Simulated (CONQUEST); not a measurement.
**A series of single points on LiCl**

System: LiCl (4 atoms in the cell).
Method: Kohn-Sham DFT of a periodic cell, PBE, PseudoDojo NC PBE, no spin polarisation (CONQUEST 1.3).

The 7 runs differ only in the geometry, by an even scaling of the cell at fixed fractional positions. The structure derives from an entry of the Crystallography Open Database.

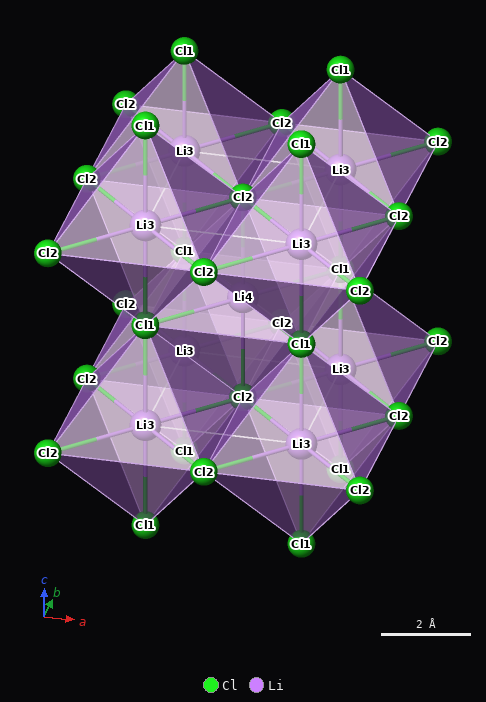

Figure 1. The structure of run 4 (polyhedral view of the cell of the calculation, seen at an oblique angle; polyhedra are completed across the faces of the cell; atoms are numbered from 1 in the order of the input).

## Input of run 4
```
IO.Title LiCl
IO.Coordinates coords.dat
IO.FractionalAtomicCoords T
IO.Iprint 2
IO.Iprint_init 1
General.NumberOfSpecies 2
General.PseudopotentialType hamann
AtomMove.TypeOfRun static
AtomMove.FullStress T
Grid.PointsAlongX 36
Grid.PointsAlongY 36
Grid.PointsAlongZ 48
DM.SolutionMethod diagon
Diag.MPMesh T
Diag.GammaCentred T
Diag.MPMeshX 7
Diag.MPMeshY 7
Diag.MPMeshZ 5
Diag.kT 0.00183747
minE.SCTolerance 1e-6
SC.MaxIters 100
IO.AtomChargeOutput T
%block ChemicalSpeciesLabel
1 35.450 Cl
2 6.940 Li
%endblock
```

Command:
```bash
Conquest
```

Lattice vectors (Å) and fractional positions of run 4:
```
   3.627133    0.000000    0.000000
   0.000000    3.627133    0.000000
   0.000000    0.000000    5.129540
Cl  0.000000  0.000000  0.500000
Cl  0.500000  0.500000  0.000000
Li  0.000000  0.000000  0.000000
Li  0.500000  0.500000  0.500000
```

Run 5 has the same physical settings and fractional positions; its lattice vectors (Å) are:
```
   3.651154    0.000000    0.000000
   0.000000    3.651154    0.000000
   0.000000    0.000000    5.163511
```

## Results, with one run withheld

| run | volume per atom (Å³) | free energy per atom, from the lowest run given (meV) | pressure (GPa) | gap on the mesh (eV) |
| --- | --- | --- | --- | --- |
| 1 | 15.859 | 12.60 | 3.14 | 6.85 |
| 2 | 16.196 | 6.91 | 2.28 | 6.72 |
| 3 | 16.534 | 2.99 | 1.47 | 6.60 |
| 4 | 16.871 | 0.56 | 0.84 | 6.48 |
| 5 | 17.209 | ? | ? | ? |
| 6 | 17.546 | 0.00 | −0.59 | 6.26 |
| 7 | 17.883 | 1.74 | −1.05 | 6.16 |

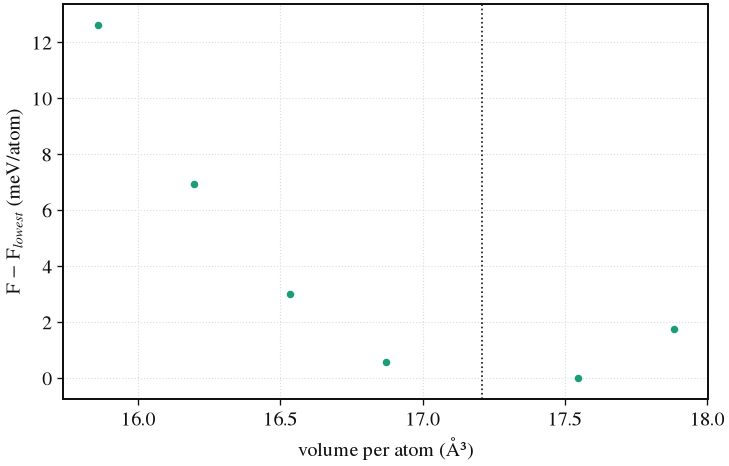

Figure 2. Free energy per atom of the runs given; the dotted line marks run 5.

Estimate the energy of run 5 from the others.

A cubic polynomial in V^(−2/3) (the Birch–Murnaghan form), fitted to the 6 runs given, misses them by at most 0.04 meV per atom. With x = V^(−2/3) − 0.15251 Å⁻², it reads F = 0.99264 + 989.68 x + 1.7012e+05 x² − 9.84e+05 x³ (meV per atom). At run 5 it gives −0.40 meV per atom, and the run itself gives −0.44. The slope of the fit gives a pressure −dF/dV of 0.12 GPa there, and the run prints 0.10 GPa. The fit has its minimum at 17.270 Å³ per atom, where V d²F/dV² gives 33 GPa: the bulk modulus at this level, since symmetry fixes the shape and the positions. The gap on the mesh goes, without turning, from 6.85 eV in run 1 to 6.16 eV in run 7; run 5 has 6.37 eV. These are gaps of this functional on this mesh, which can miss the band edges; they aren't the measured gap.

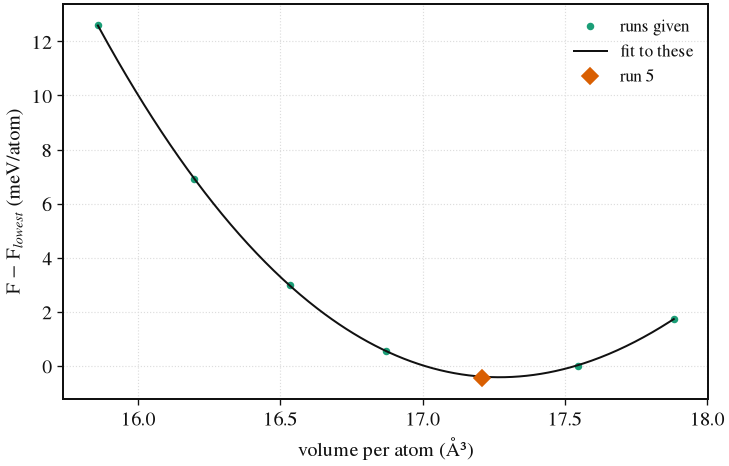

Figure 3. The fit and the withheld run.

## Some lines of the output (run 5)
```
[...]
      Using Fermi-Dirac smearing
          DFT Total Energy                 :       -47.456293511756868 Ha
          DFT Total Energy                 :       -47.458498535168445 Ha
          DFT Total Energy                 :       -47.458525732682538 Ha
          DFT Total Energy                 :       -47.458532062885169 Ha
          DFT Total Energy                 :       -47.458532113105036 Ha
          DFT Total Energy                 :       -47.458532115860237 Ha
          DFT Total Energy                 :       -47.458532118598356 Ha
      |* DFT total energy        =       -47.458532118598356 Ha
    force: Average pressure:      0.10492202 GPa
```

Notes: With a small basis of atomic orbitals these values can differ much from converged plane-wave results.
